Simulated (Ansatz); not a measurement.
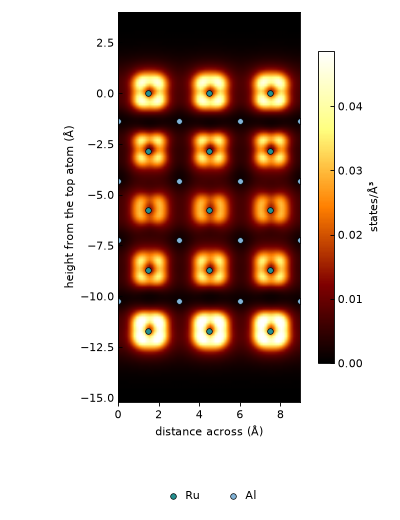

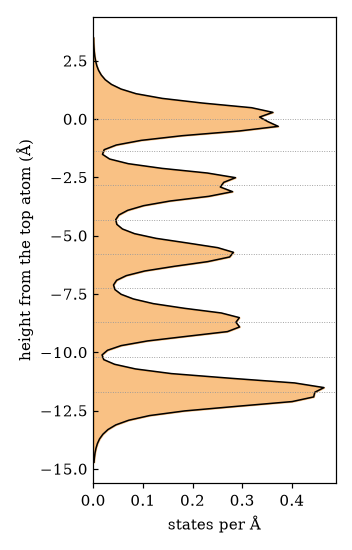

Density of all states between −0.25 and 0.00 eV (zero: the Fermi level) of AlRu(100) (Pm-3m bulk, 9 atomic planes (those closer than 0.6 Å count as one), 12 Å, Ru-terminated, slab composition Ru5Al4): side view, averaged along the second cell vector, and the full density summed over planes, the part near the nuclei included (dotted lines mark the atomic planes).

The first picture shows the smooth PAW orbitals' density alone, which lacks about 26 % of these states' charge, near the nuclei; the shares below count all of it.

Level of theory: Ansatz 0.2.0, DFT PBEsol, scalar-relativistic, plane waves, PAW. Cutoff 420 eV, 17 × 17 k-points, Gaussian smearing 0.1 eV, dipole correction. The slab is a cut without reconstruction beyond its cell, at the source's lattice constants, with its lower half held fixed and the rest relaxed. No spin polarisation. The run couldn't confirm all of its levels under its output density. The run warns that the functional's potential is rough in the thin density of the vacuum, where the tip is; weak contrasts and barriers may feel it.

Input

```yaml
crystal:
  lattice:
    - [2.9916, 0.0, 0.0]
    - [0.0, 2.9916, 0.0]
    - [0.0, 0.0, 31.9663998047]
  atoms:
    - { symbol: Ru, position: [0.5, 0.5, 0.3128284718] }
    - { symbol: Al, position: [0.0, 0.0, 0.3596213492] }
    - { symbol: Ru, position: [0.5, 0.5, 0.4064142359] }
    - { symbol: Al, position: [0.0, 0.0, 0.4532071133] }
    - { symbol: Ru, position: [0.5, 0.5, 0.4986147004] }
    - { symbol: Al, position: [0.0, 0.0, 0.5438590874] }
    - { symbol: Ru, position: [0.5, 0.5, 0.5907905664] }
    - { symbol: Al, position: [0.0, 0.0, 0.6361639955] }
    - { symbol: Ru, position: [0.5, 0.5, 0.6793567118] }
basis:
  ecutwfc: 420
  fft_grid_basis: typed
kpoints:
  mp_grid: { grid: [17, 17, 1] }
hamiltonian:
  xc: pbesol
scf:
  occupations: { method: gaussian, width: 0.1 }
output:
  forces: true
  eigenvalues: true
  band_densities:
    - { e_range: [-2.0, -1.0] }
    - { e_range: [-1.0, -0.5] }
    - { e_range: [-0.5, -0.25] }
    - { e_range: [-0.25, 0.0] }
    - { e_range: [0.0, 0.25] }
    - { e_range: [0.25, 0.5] }
    - { e_range: [0.5, 1.0] }
    - { e_range: [1.0, 1.5] }
  band_residual_tolerance: 1.0e-05
  write_potential: true
  elf: true
  write_density: true
  volumetric_format: npy
efield:
  axis: 3
  dipole_correction: true
  ramp_width: 0.04
checkpoint:
  read: start.run
  write: ck
  compress: false
  write_wavefunctions: false
  write_every: 100000
```

Launched as:

```sh
ansatz run input.yaml --threads 1 --pin off --max-ram 2211MiB --backend cpu --events-out ev --progress --plain --runs-dir out
```

Cost without the relaxation before it: 4.2 min on 1 thread of Arm Neoverse N1 (shared host), peak memory 0.76 GiB.

**How is this energy window spread over the atomic planes?**

The window holds 2.6 states per cell. Shares by plane (space cut midway between planes), top to bottom: Ru 20 %, Al 4 %, Ru 14 %, Al 4 %, Ru 12 %, Al 4 %, Ru 14 %, Al 3 %, Ru 25 %; the outer planes' shares include the vacuum, and density in a gap between layers is shared out between the planes on either side. The outer planes of both faces hold more than their share.
